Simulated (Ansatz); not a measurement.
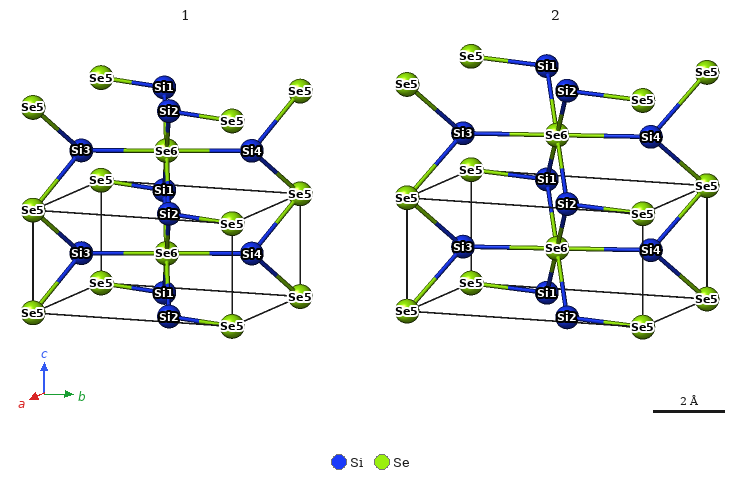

Two geometries of solid Si$_{2}$Se (a generated structure, set up in Pnnm) (coarse preliminary run), drawn at one scale. One is the start of a relaxation, the other its converged end. Style: ball-and-stick. Shown: the cell of the calculation, repeated 1 × 1 × 2 with one cell outlined, slightly off an axis.

Computed with Ansatz, DFT PBE, scalar-relativistic, plane waves, PAW. Settings: plane-wave cutoff 420 eV; k-point mesh 4 × 4 × 6; occupations gaussian; smearing width 0.1 eV; no spin polarisation; cell and atoms relaxed; force threshold 0.04 eV/Å; at most 70 steps.

Q: Which of the two is the end point?

A: Structure 2 is the relaxed one. After 9 accepted moves (11 points after the start) the energy has fallen by 304 meV per atom. Largest force component: 0.33 eV/Å at the start, 0.018 eV/Å at the end. The pressure goes from 21.99 to 0.09 GPa. At 2 points the geometry stayed and the basis and grid were re-selected for the new cell (energy shift of 3.5 meV per atom at most each time). The largest moves relative to the cell, 0.14 Å, are those of Si1, Si2, Si3 and Si4. Si3 goes along [−3 2 0]. Se stays in place. The volume changes by +23.0 %, with a 5.278 → 4.968 Å (−5.9 %), b 6.077 → 7.198 Å (+18.4 %), c 2.961 → 3.268 Å (+10.3 %). Among the contacts that change: Se5–Se5 2.961 → 3.268 Å, Si1–Si1 2.961 → 3.268 Å, Si1–Se5 2.420 → 2.683 Å, Si1–Se6 2.445 → 2.618 Å. Among the angles between lasting bonds that change: Si1–Si2–Se5 111.5° → 129.8°, Si1–Si2–Se6 109.2° → 94.2°, Si1–Se6–Si4 92.2° → 101.2°. The space group stays Pnnm (No. 58).
